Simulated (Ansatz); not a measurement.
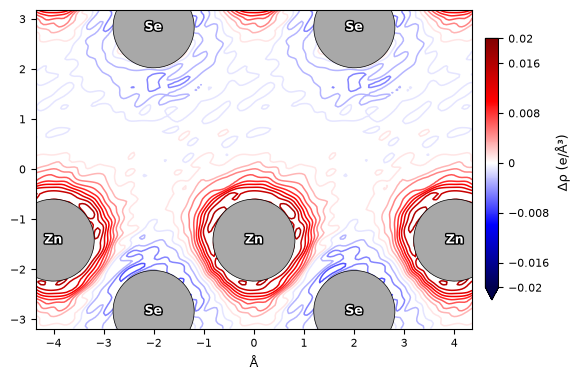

ZnSe. Difference of the valence pseudo-densities of two functionals at the same geometry, on the (011̄) plane of the calculation cell: PBE0 less r2SCAN50.

Both computed with Ansatz (plane waves, PAW), on the same k-point mesh. Grey discs cover the atomic cores.

> Where does the change of functional move the electrons?

Against r2SCAN50, PBE0 gives less density around Se (−0.005 e/Å³ on average at 1.0 Å from the nucleus) and more density around Zn (+0.014 e/Å³ on average at 1.0 Å from the nucleus).
